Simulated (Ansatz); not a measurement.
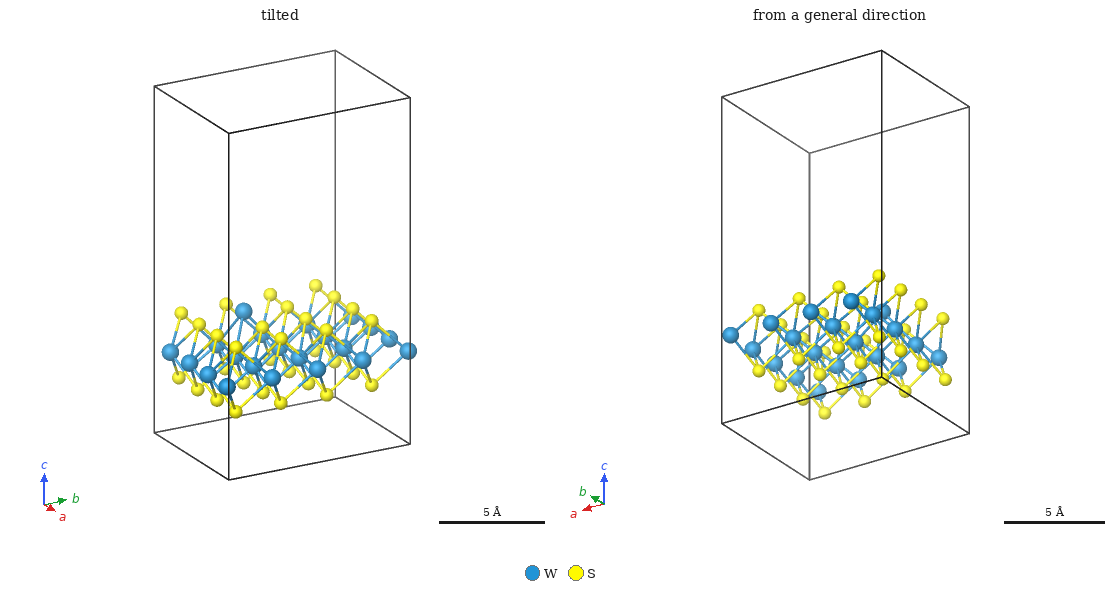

The crystal in a ball-and-stick representation, seen slightly off an axis and from a general direction. The edges of the supercell are marked. The host is WS2, in a cell of 48 sites, and the cell is neutral.

How does this supercell depart from the perfect host?

Answer. Tungsten on a sulfur site (an antisite). It is bonded to three W in a trigonal pyramidal arrangement at about 2.6 Å. Not all metal-metal contacts are counted.

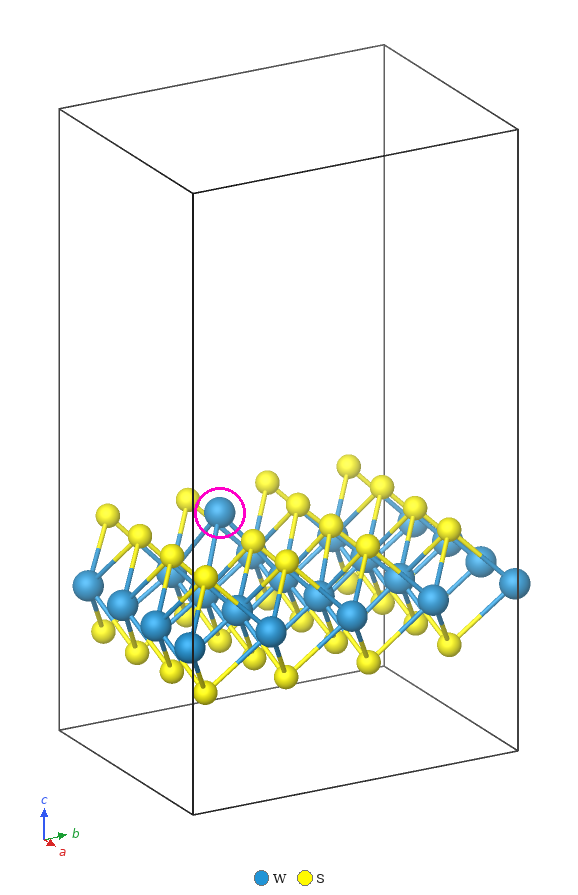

The same cell with a ring at the defect's site.

The atoms were relaxed in the host's cell with DFT PBE+D3(BJ), scalar-relativistic, plane waves, PAW (Ansatz).
